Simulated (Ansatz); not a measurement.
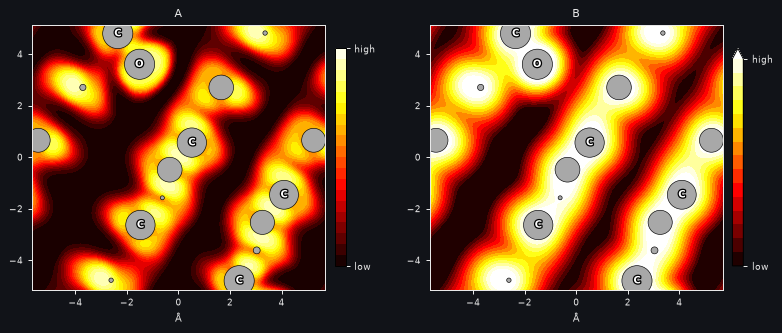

C₂₈O (cell with a defect): 2 fields on the (111) plane of the calculation cell, with unlabelled colour scales. Grey discs cover the atomic cores.

Theory: DFT PBE, scalar-relativistic, plane waves, PAW (Ansatz).

Q: Which field does each panel show? The fields are: electron localisation function and valence pseudo-density.

A: Panel A: electron localisation function. Panel B: valence pseudo-density. From the grid: C–O (1.46 Å): ρ is about 1.8 e/Å³ halfway; the ELF peaks at about 0.75 between the atoms: a polar covalent bond.
